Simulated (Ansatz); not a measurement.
# A defect in a wire: Ir wire along [110], 3 atoms a period, Ag in place of one Ir, part 2 of 3

What does the defect do to the conductance?

Ansatz 0.2.0; DFT PBE, plane waves, PAW; relaxation of a wire's period (the session's first sound run).

So far. Step 2 (Relaxing the period): The cell's length comes to 2.485 Å with no moment.

## Step 3: Bands of the perfect wire

This step: DFT PBE, plane waves, PAW; channels and complex bands of a perfect wire (Ansatz 0.2.0).

At the relaxed period the Bloch states of the perfect wire are found at each energy: those that move forward count the open channels, and those that decay describe how a disturbance dies away inside the wire itself. An energy step of 0.035 eV is under the 0.039 eV that the program asks for its thermal average at 300 K.

input.yaml

```yaml
crystal:
  lattice:
    - [8.735, 0.0, 0.0]
    - [0.0, 9.537, 0.0]
    - [0.0, 0.0, 2.4854218145]
  atoms:
    - { symbol: Ir, position: [0.388449262, 0.369988667, 0.0] }
    - { symbol: Ir, position: [0.612340171, 0.499973956, 0.5] }
    - { symbol: Ir, position: [0.388449262, 0.629959245, 0.0] }
kpoints:
  mp_grid: { grid: [1, 1, 33] }
scf:
  occupations: { method: fermi_dirac, width: 0.05 }
hamiltonian:
  xc: pbe
output:
  transmission:
    e_range: [-1.26, 1.26]
    de: 0.035
    kmesh: [1, 1]
    reduced_basis: true
    leads: [[0, 0]]
basis:
  ecutwfc: "350 eV"
```

On the command line:

```
ansatz run input.yaml --threads 4 --pin off --max-ram 16384MiB --backend cpu --events-out ev --progress --plain --runs-dir out
```

Numbers of over 12 decimals in the logs are rounded to 6 here.

Log:

```text
Warning: basis.ecutwfc = 350 eV is below the records' recommended 420 eV, and the density's cutoff is lower with it unless basis.ecutrho_ratio is high enough to keep the records' density cutoff: compare with a run at a higher cutoff
[...]
Crystal: 3 atoms, lattice volume = 207.050 Å³
Basis set: ecut = 350 eV, 3069 PW (Γ)
Bands: 31, of which v1, the nominal top of the filled ones, is band 26 counted from 1 (25 counted from 0)
Symmetry: 4 space group operations
[...]
k-points: 17 of 33
[...]
SCF iter   1: F=—  HF=-35798.882409 eV  |F-HF|=—  |Δ(HF+E_count)|=         —  Δρ=8.45e-3  dr2=3.21e-1  ethr=1.77e-3  ⟨swp⟩=8.1  Hψ=2451  notcnv=0
[...]
SCF iter   9: F=-35798.847683 eV  HF=-35798.847683 eV  |F-HF|=5.58e-9  |Δ(HF+E_count)|=   3.64e-8  Δρ=1.95e-6  dr2=1.43e-8  ethr=1.96e-10  ⟨swp⟩=5.3  Hψ=1326  notcnv=0
SCF 1 converged in 9 iterations: F = -35798.847683 eV  dr2 = 1.43e-8
[...]
transmission: 3 of 18 steps passed
transmission: 6 of 18 steps passed
[...]
transmission: 18 of 18 steps passed
SCF converged after 9 iterations
Free energy (F): -35798.847683 eV
[...]
Internal energy: -35798.798307 eV  (E = F + TS)
E sigma→0 (E₀):  -35798.822995 eV
Entropy (-TS):   -0.049376 eV (-16.459 meV/atom)
Fermi energy:    1.015640 eV
[...]
--- Band table (eV; the first three rows and the last of 17) ---
  k-point 0: bands = [... 22 lower, 0.6639, 0.6688, 0.8166, 0.9550, 1.2090, 2.3618, 2.6129, 2.7245, ... 1 higher]
  k-point 1: bands = [... 22 lower, 0.4713, 0.7214, 0.9275, 1.0089, 1.1873, 2.3315, 2.4725, 2.4913, ... 1 higher]
  k-point 2: bands = [... 22 lower, 0.2159, 0.7425, 0.9159, 1.2034, 1.2284, 2.0974, 2.1592, 2.3071, ... 1 higher]
  k-point 16: bands = [... 22 lower, 0.7983, 0.9707, 1.2366, 1.3022, 2.7544, 4.8549, 5.7530, 6.7839, ... 1 higher]
--- Transmission ---
  basis      : 611 plane waves across, 3 finite elements along
  points     : 1, standing for a mesh of 1 x 1
  filling    : by the input's occupations and mesh, since the crystals that have channels conduct as metals do. If one of these is a semiconductor, that mesh has misplaced its level
  energies   : 73 from -1.260000 to 1.260000 eV about the Fermi level, 0.035000 eV apart; the leads are filled to 0.000000 eV, and channels, transmission and decay are at 0.000000 eV
  crystal 0  : Ir3, at the sites [0, 0], period 2.4854 Å: whole cells are its period
    offset         : up to 0.0000 Å between an atom of the period and one for which it stands
    filled         : 15.6 meV over the level at which it is neutral
    channels       : 6.000000e0 a spin
    conductance    : 5.8329e14 S/m² at 300 K; may be off by some 0.1 % by where its bands' edges are placed, 2.3 % from the distance to neutral
```

It took 50 s on 4 threads of Arm Neoverse V2, shared host; peak memory 0.89 GiB.

This step gave:

| Property | Result |
| --- | --- |
| energy at zero smearing | -35798.8230 eV |
| channels at the energy nearest the Fermi level, one spin | 6 |
| conductance of the lead as this run defines it | 6.271 G₀ |
| band gap | 0 eV |

Table of open channels of the lead, one spin by energy, zero at the Fermi level:

```csv
energy (eV),"open channels of the lead, one spin"
-1.2600,7
-1.0150,5
-0.7350,6
-0.4900,9
-0.2450,8
0.0000,6
0.2450,6
0.4900,3
0.7350,5
1.0150,5
1.2600,7
```

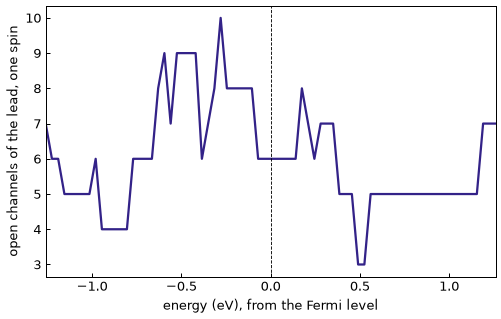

Open channels of the lead, one spin, plotted against energy.

The slowest values at each energy, most degenerate partners merged, listed up to 1.5 1/Å. The Im kz of the slowest decaying states by energy, zero at the Fermi level:

```csv
energy (eV),decay 1 (Å⁻¹),decay 2 (Å⁻¹),decay 3 (Å⁻¹),decay 4 (Å⁻¹)
-1.190,0.0446,0.186,0.217,0.226
-1.015,0.0501,0.0690,0.179,0.183
-0.805,0.0287,0.123,0.146,0.192
-0.595,0.112,0.201,0.246,0.660
-0.385,0.0228,0.0537,0.0634,0.131
-0.210,0.0118,0.0552,0.154,0.392
0.000,0.0796,0.110,0.204,0.260
0.210,0.0541,0.115,0.225,0.295
0.385,0.0236,0.139,0.199,0.286
0.595,0.157,0.178,0.233,0.248
0.805,0.179,0.201,0.240,0.285
1.015,0.134,0.216,0.315,0.394
1.190,0.223,0.336,0.472,0.722
```

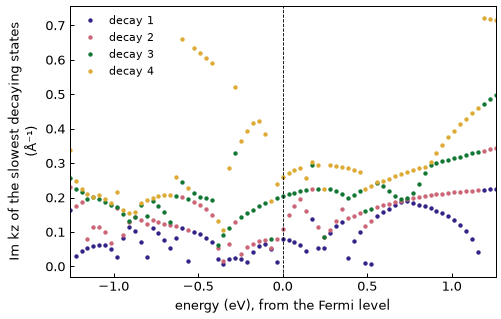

Im kz of the slowest decaying states against energy.

By hand: the program gives 5.8329 × 10^14 S/m² over the cell's cross-section of 83.31 Å² = 8.331 × 10^-19 m², so one cell conducts 4.859 × 10^-4 S. Divided by G0 = 2e²/h = 7.748 × 10^-5 S this is 6.27 G0, a resistance of 2.06 kΩ.

At the computed energy nearest the Fermi level there are 6 channels a spin, and the thermal average gives 6.27 G₀.

## Step 4: Relaxing the junction

This step: DFT PBE, plane waves, PAW; relaxation of a junction in a wire, ends held (Ansatz 0.2.0).

System of this step: Ir wire along [110], 3 atoms a period, Ag in place of one Ir. The cell holds 27 atoms: 26 Ir and 1 Ag. Its edges and angles: a = 8.735 Å, b = 9.537 Å, c = 22.369 Å, α = 90.0°, β = 90.0°, γ = 90.0°. Regions: held atoms, 18 atoms (18 Ir); free atoms, 9 atoms (8 Ir and 1 Ag). Vacuum lies along a and b. The structure's axis is c.

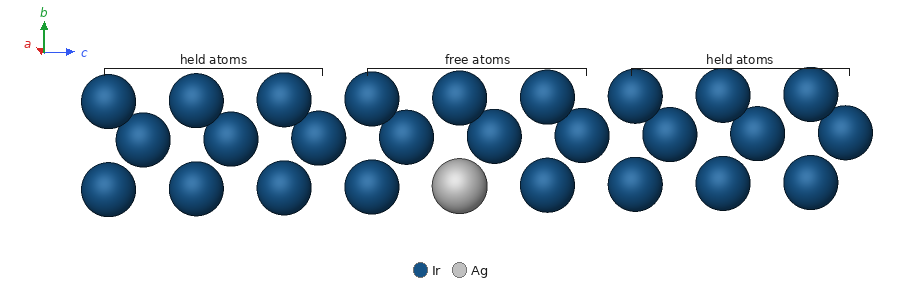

The cell of this step (iridium blue, silver light grey).

9 atoms at the defect are free to relax, while 18 stay where the perfect wire has them, so that the ends still repeat as a lead. The cutoff is set under the files' recommended one to save time.

input.yaml

```yaml
crystal:
  lattice:
    - [8.735, 0.0, 0.0]
    - [0.0, 9.537, 0.0]
    - [0.0, 0.0, 22.3687963302]
  atoms:
    - { symbol: Ir, position: [0.388449262, 0.369988667, 0.0] }
    - { symbol: Ir, position: [0.612340171, 0.499973956, 0.055555556] }
    - { symbol: Ir, position: [0.388449262, 0.629959245, 0.0] }
    - { symbol: Ir, position: [0.388449262, 0.369988667, 0.111111111] }
    - { symbol: Ir, position: [0.612340171, 0.499973956, 0.166666667] }
    - { symbol: Ir, position: [0.388449262, 0.629959245, 0.111111111] }
    - { symbol: Ir, position: [0.388449262, 0.369988667, 0.222222222] }
    - { symbol: Ir, position: [0.612340171, 0.499973956, 0.277777778] }
    - { symbol: Ir, position: [0.388449262, 0.629959245, 0.222222222] }
    - { symbol: Ir, position: [0.388449262, 0.369988667, 0.333333333] }
    - { symbol: Ir, position: [0.612340171, 0.499973956, 0.388888889] }
    - { symbol: Ir, position: [0.388449262, 0.629959245, 0.333333333] }
    - { symbol: Ag, position: [0.388449262, 0.369988667, 0.444444444], spin: 0.3 }
    - { symbol: Ir, position: [0.612340171, 0.499973956, 0.5] }
    - { symbol: Ir, position: [0.388449262, 0.629959245, 0.444444444] }
    - { symbol: Ir, position: [0.388449262, 0.369988667, 0.555555556] }
    - { symbol: Ir, position: [0.612340171, 0.499973956, 0.611111111] }
    - { symbol: Ir, position: [0.388449262, 0.629959245, 0.555555556] }
    - { symbol: Ir, position: [0.388449262, 0.369988667, 0.666666667] }
    - { symbol: Ir, position: [0.612340171, 0.499973956, 0.722222222] }
    - { symbol: Ir, position: [0.388449262, 0.629959245, 0.666666667] }
    - { symbol: Ir, position: [0.388449262, 0.369988667, 0.777777778] }
    - { symbol: Ir, position: [0.612340171, 0.499973956, 0.833333333] }
    - { symbol: Ir, position: [0.388449262, 0.629959245, 0.777777778] }
    - { symbol: Ir, position: [0.388449262, 0.369988667, 0.888888889] }
    - { symbol: Ir, position: [0.612340171, 0.499973956, 0.944444444] }
    - { symbol: Ir, position: [0.388449262, 0.629959245, 0.888888889] }
magnetization:
  spin_polarized: true
kpoints:
  mp_grid: { grid: [1, 1, 2] }
scf:
  occupations: { method: fermi_dirac, width: 0.1 }
hamiltonian:
  xc: pbe
relax:
  constraints:
    - { sites: [0, 1, 2, 3, 4, 5, 6, 7, 8, 18, 19, 20, 21, 22, 23, 24, 25, 26] }
  f_tol: 0.06
  max_steps: 35
basis:
  ecutwfc: "350 eV"
```

Log:

```text
[...]
Warning: crystal.symmetry: narrowed to the stabiliser of the relax constraints — unitary ops 2 → 1; lowered at sites 7, 16 (the operations that carried what is held of a site onto what its image site leaves free; the constrained walk keeps no symmetry that its constraints do not admit)
[...]
Crystal: 27 atoms, lattice volume = 1863.448 Å³
Basis set: ecut = 350 eV, 27771 PW (Γ), exchange–correlation on 108×120×288 points (8 copies of the dense FFT grid, shifted against one another)
Bands: 277, of which v1, the nominal top of the filled ones, is band 231 counted from 1 (230 counted from 0)
Symmetry: 1 space group operations
k-points: 2
[...]
Starting moments: Σ|m| = 0.3 μB on 1 of 27 sites
[...]
SCF iter   1: F=—  HF=-317856.894509 eV  |F-HF|=—  |Δ(HF+E_count)|=         —  Δρ=2.01e-2 (↑2.01e-2 ↓1.87e-2)  dr2=6.95e1  dr2_m=3.41e-2  M=0.129 μB ∫|m|=0.179 μB  β_m=0.30  ethr=3.10e-3  ⟨swp⟩=7.5  Hψ=4471  notcnv=0  defer=6
[...]
SCF iter   7: F=—  HF=-317845.444756 eV  |F-HF|=—  |Δ(HF+E_count)|=   9.21e-4  Δρ=5.92e-4 (↑5.92e-4 ↓3.54e-4)  dr2=1.50e-2  dr2_m=2.17e-3  M=0.020 μB ∫|m|=0.043 μB  β_m=0.30  ethr=7.78e-6  ⟨swp⟩=2.2  Hψ=1678  notcnv=0  defer=28
[...]
spin-set hold released at iteration 7 (site moments contracting): the magnetisation degrees of freedom join the quasi-Newton model from the next iteration; the mixer history was flushed
SCF iter   8: F=—  HF=-317845.445097 eV  |F-HF|=—  |Δ(HF+E_count)|=   3.41e-4  Δρ=4.35e-4 (↑4.35e-4 ↓2.74e-4)  dr2=8.65e-3  dr2_m=1.17e-3  M=0.018 μB ∫|m|=0.039 μB  β_m=0.65  ethr=3.25e-6  ⟨swp⟩=1.0  Hψ=1080  notcnv=0  defer=28
[...]
SCF iter  13: F=-317845.445986 eV  HF=-317845.445986 eV  |F-HF|=1.80e-7  |Δ(HF+E_count)|=   6.94e-7  Δρ=5.04e-6 (↑5.04e-6 ↓4.92e-6)  dr2=8.73e-8  dr2_m=4.08e-7  M=0.004 μB ∫|m|=0.012 μB  ethr=1.49e-10  ⟨swp⟩=2.0  Hψ=2025  notcnv=0
[...]
SCF 1 converged in 13 iterations: F = -317845.445986 eV  dr2 = 8.73e-8
[...]
relax step   1: F+E_penalty+E_count = -317845.44598642 eV  Δ(F+E_penalty+E_count) = +0.000e0 eV  max|allowed force component| = 2.660e0 eV/Å  Δτ_max = 0.0000 Å  (13 SCF iters, dr2 threshold 9.00e-5 eV, accepted)
[...]
SCF iter   7: F=-317846.018002 eV  HF=-317846.018008 eV  |F-HF|=5.52e-6  |Δ(HF+E_count)|=   2.94e-6  Δρ=8.20e-6 (↑8.05e-6 ↓8.20e-6)  dr2=8.44e-6  dr2_m=1.07e-7  M=0.002 μB ∫|m|=0.006 μB  ethr=1.27e-8  ⟨swp⟩=3.0  Hψ=2537  notcnv=0
[...]
SCF 2 converged in 7 iterations: F = -317846.018002 eV  dr2 = 8.44e-6
relax step   2: F+E_penalty+E_count = -317846.01800204 eV  Δ(F+E_penalty+E_count) = -5.720e-1 eV  max|allowed force component| = 5.669e-1 eV/Å  Δτ_max = 0.1990 Å  (7 SCF iters, dr2 threshold 1.00e-4 eV, accepted)
SCF iter   1: F=—  HF=-317846.164809 eV  |F-HF|=—  |Δ(HF+E_count)|=         —  Δρ=2.42e-3 (↑2.42e-3 ↓2.24e-3)  dr2=9.43e-1  dr2_m=8.44e-3  M=0.005 μB ∫|m|=0.021 μB  β_m=0.30  ethr=2.42e-3  ⟨swp⟩=3.5  Hψ=2214  notcnv=0  defer=28
[...]
SCF iter   7: F=-317846.125061 eV  HF=-317846.125066 eV  |F-HF|=4.86e-6  |Δ(HF+E_count)|=   1.57e-5  Δρ=7.84e-6 (↑7.72e-6 ↓7.84e-6)  dr2=7.62e-6  dr2_m=5.49e-8  M=0.002 μB ∫|m|=0.004 μB  ethr=4.36e-9  ⟨swp⟩=3.5  Hψ=2678  notcnv=0
[...]
SCF 3 converged in 7 iterations: F = -317846.125061 eV  dr2 = 7.62e-6
relax step   3: F+E_penalty+E_count = -317846.12506125 eV  Δ(F+E_penalty+E_count) = -1.071e-1 eV  max|allowed force component| = 1.620e-1 eV/Å  Δτ_max = 0.1934 Å  (7 SCF iters, dr2 threshold 2.01e-5 eV, accepted)
[... from here on, the SCF cycles and remarks between the steps are left out ...]
relax step   4: F+E_penalty+E_count = -317846.17792796 eV  Δ(F+E_penalty+E_count) = -5.287e-2 eV  max|allowed force component| = 1.640e-1 eV/Å  Δτ_max = 0.1981 Å  (14 SCF iters, accepted)
relax step   5: F+E_penalty+E_count = -317846.26156645 eV  Δ(F+E_penalty+E_count) = -8.364e-2 eV  max|allowed force component| = 2.856e-1 eV/Å  Δτ_max = 0.1953 Å  (11 SCF iters, accepted)
relax step   6: F+E_penalty+E_count = -317846.45057425 eV  Δ(F+E_penalty+E_count) = -1.890e-1 eV  max|allowed force component| = 4.855e-1 eV/Å  Δτ_max = 0.1956 Å  (7 SCF iters, dr2 threshold 8.16e-5 eV, accepted)
relax step   7: F+E_penalty+E_count = -317846.73548849 eV  Δ(F+E_penalty+E_count) = -2.849e-1 eV  max|allowed force component| = 5.263e-1 eV/Å  Δτ_max = 0.1948 Å  (7 SCF iters, dr2 threshold 1.00e-4 eV, accepted)
relax step   8: F+E_penalty+E_count = -317847.02387819 eV  Δ(F+E_penalty+E_count) = -2.884e-1 eV  max|allowed force component| = 7.019e-1 eV/Å  Δτ_max = 0.1947 Å  (7 SCF iters, dr2 threshold 1.00e-4 eV, accepted)
relax step   9: F+E_penalty+E_count = -317847.22464100 eV  Δ(F+E_penalty+E_count) = -2.008e-1 eV  max|allowed force component| = 4.776e-1 eV/Å  Δτ_max = 0.1949 Å  (7 SCF iters, dr2 threshold 1.00e-4 eV, accepted)
relax step  10: F+E_penalty+E_count = -317847.28957677 eV  Δ(F+E_penalty+E_count) = -6.494e-2 eV  max|allowed force component| = 4.463e-1 eV/Å  Δτ_max = 0.2000 Å  (7 SCF iters, dr2 threshold 1.00e-4 eV, accepted)
relax step  11: F+E_penalty+E_count = -317847.37721016 eV  Δ(F+E_penalty+E_count) = -8.763e-2 eV  max|allowed force component| = 2.763e-1 eV/Å  Δτ_max = 0.2000 Å  (7 SCF iters, dr2 threshold 9.22e-5 eV, accepted)
relax step  12: F+E_penalty+E_count = -317847.40233274 eV  Δ(F+E_penalty+E_count) = -2.512e-2 eV  max|allowed force component| = 2.633e-1 eV/Å  Δτ_max = 0.0705 Å  (7 SCF iters, dr2 threshold 2.92e-5 eV, accepted)
relax step  13: F+E_penalty+E_count = -317847.40971100 eV  Δ(F+E_penalty+E_count) = -7.378e-3 eV  max|allowed force component| = 5.669e-2 eV/Å  Δτ_max = 0.0324 Å  (6 SCF iters, dr2 threshold 2.66e-5 eV, accepted)
[...]
SCF iter   4: F=-317847.409713 eV  HF=-317847.409713 eV  |F-HF|=1.46e-8  |Δ(HF+E_count)|=   1.37e-8  Δρ=3.60e-7 (↑3.52e-7 ↓3.60e-7)  dr2=1.75e-8  dr2_m=4.59e-11  M=-0.000 μB ∫|m|=0.000 μB  ethr=2.17e-11  ⟨swp⟩=3.0  Hψ=2568  notcnv=0
[...]
SCF 14 converged in 4 iterations: F = -317847.409713 eV  dr2 = 1.75e-8
relax step  14: F+E_penalty+E_count = -317847.40971289 eV  Δ(F+E_penalty+E_count) = -1.895e-6 eV  max|allowed force component| = 5.638e-2 eV/Å  Δτ_max = 0.0000 Å  (4 SCF iters, accepted)
SCF converged after 4 iterations
Magnetization: -0.0000 μB (230.5000 up, 230.5000 down)
Absolute magnetization: 0.0001 μB (∫|ρ↑−ρ↓|, with the PAW one-centre terms)
[...]
Per-site moments (μB) at R_I (Å): [(-9.476493914083873e-7, 1.022728), (-1.3975217925965764e-7, 1.025236), (-1.2899475874895013e-6, 1.022728), (-6.118920457533604e-7, 1.022728), (-1.1689093202687977e-6, 1.025236), (-5.423485311892791e-7, 1.022728), (4.181872372613338e-7, 0.996609), (4.411791142585159e-6, 1.025236), (1.3675144326631585e-6, 1.022728), (2.1554708801999694e-6, 0.996609), (-2.249119681351139e-6, 1.011097), [...]
Free energy (F): -317847.409713 eV
[...]
Internal energy: -317845.628922 eV  (E = F + TS)
E sigma→0 (E₀):  -317846.519317 eV
Entropy (-TS):   -1.780791 eV (-65.955 meV/atom)
Fermi energy:    1.093824 eV
[...]
--- Forces (eV/Å), atoms counted from 1 ---
  atom   1  Ir    -0.18339777     0.11712353     0.14435557
  atom   2  Ir     0.01954078     0.02310160     0.01238158
  atom   3  Ir    -0.05081372    -0.18315033     0.07706531
  atom   4  Ir     0.10946816     0.41279720     0.23121833
  atom   5  Ir    -0.18947849    -0.23922446     0.49194638
  atom   6  Ir    -0.08443293    -0.27778954    -0.06104064
  atom   7  Ir     0.30157079     0.02326974     0.15416397
  atom   8  Ir    -0.58571516     0.24402266     0.78893976
  atom   9  Ir     0.39157162    -0.14486204     0.45547205
  atom  10  Ir     0.02688498     0.05355550     0.02508183
  atom  11  Ir    -0.01603436     0.01206898     0.00230034
  atom  12  Ir     0.00659583    -0.05638160     0.00222169
  atom  13  Ag    -0.01682887    -0.00676422     0.00168658
  atom  14  Ir     0.02049011     0.01762677    -0.00150290
  atom  15  Ir    -0.01849919     0.01375670     0.00069512
  atom  16  Ir    -0.00942372     0.01358950    -0.02513735
  atom  17  Ir    -0.04438735    -0.01076638    -0.02178556
  atom  18  Ir     0.03263487    -0.02183459    -0.02132755
  atom  19  Ir     0.31818518    -0.07959124    -0.09852769
  atom  20  Ir    -0.64208728    -0.16101784    -1.28632344
  atom  21  Ir     0.20410136     0.10950336    -0.27677375
  atom  22  Ir     0.17464958     0.45361995    -0.46493819
  atom  23  Ir    -0.06848926     0.13210098     0.13694098
  atom  24  Ir     0.11456152    -0.40560043     0.07497642
  atom  25  Ir    -0.09225953     0.15267981    -0.15762237
  atom  26  Ir     0.27490658     0.00451670    -0.10861830
  atom  27  Ir     0.00675366    -0.19649555    -0.07583737
  max |Σ_I F_I| component: 1.45e-4 eV/Å
--- Relaxed structure (14 steps of the walk, 14 accepted, 0 SCFs on fresh bases) ---
  F+E_penalty+E_count = -317847.40971289 eV   max|allowed force component| = 5.638e-2 eV/Å
  atoms:
    - { symbol: Ir, position: [0.388449262, 0.369988667, -5.555554023504737e-11] }
    - { symbol: Ir, position: [0.612340171, 0.499974, 0.055556] }
    - { symbol: Ir, position: [0.388449262, 0.629959245, -5.555554023504737e-11] }
    - { symbol: Ir, position: [0.388449262, 0.369988667, 0.111111] }
    - { symbol: Ir, position: [0.612340171, 0.499974, 0.166667] }
    - { symbol: Ir, position: [0.388449262, 0.629959245, 0.111111] }
    - { symbol: Ir, position: [0.388449262, 0.369988667, 0.222222] }
    - { symbol: Ir, position: [0.612340171, 0.499974, 0.277778] }
    - { symbol: Ir, position: [0.388449262, 0.629959245, 0.222222] }
    - { symbol: Ir, position: [0.309827, 0.349901, 0.325421] }
    - { symbol: Ir, position: [0.537826, 0.400266, 0.385583] }
    - { symbol: Ir, position: [0.373794, 0.597329, 0.335133] }
    - { symbol: Ag, position: [0.235330, 0.328446, 0.443897] }
    - { symbol: Ir, position: [0.530222, 0.387521, 0.504657] }
    - { symbol: Ir, position: [0.401800, 0.581564, 0.446908] }
    - { symbol: Ir, position: [0.296629, 0.349867, 0.564169] }
    - { symbol: Ir, position: [0.592292, 0.506649, 0.602354] }
    - { symbol: Ir, position: [0.344430, 0.598736, 0.555445] }
    - { symbol: Ir, position: [0.388449262, 0.369988667, 0.666667] }
    - { symbol: Ir, position: [0.612340171, 0.499974, 0.722222] }
    - { symbol: Ir, position: [0.388449262, 0.629959245, 0.666667] }
    - { symbol: Ir, position: [0.388449262, 0.369988667, 0.777778] }
    - { symbol: Ir, position: [0.612340171, 0.499974, 0.833333] }
    - { symbol: Ir, position: [0.388449262, 0.629959245, 0.777778] }
    - { symbol: Ir, position: [0.388449262, 0.369988667, 0.888889] }
    - { symbol: Ir, position: [0.612340171, 0.499974, 0.944444] }
    - { symbol: Ir, position: [0.388449262, 0.629959245, 0.888889] }
```

Run time: 6 min. Hardware: 4 threads; peak memory 5.3 GiB; 23 min of CPU time.

[end of part 2 of 3]

[Logs are printed without paths, hosts, clocks, repeated set-up lines and the standing remarks that a program may print on its own settings, such as how far it seeks lower states.]

[Hosts, paths, dates, database ids (printed as entryN), source tags and the programs' standing remarks are cut or masked in the printed files.]
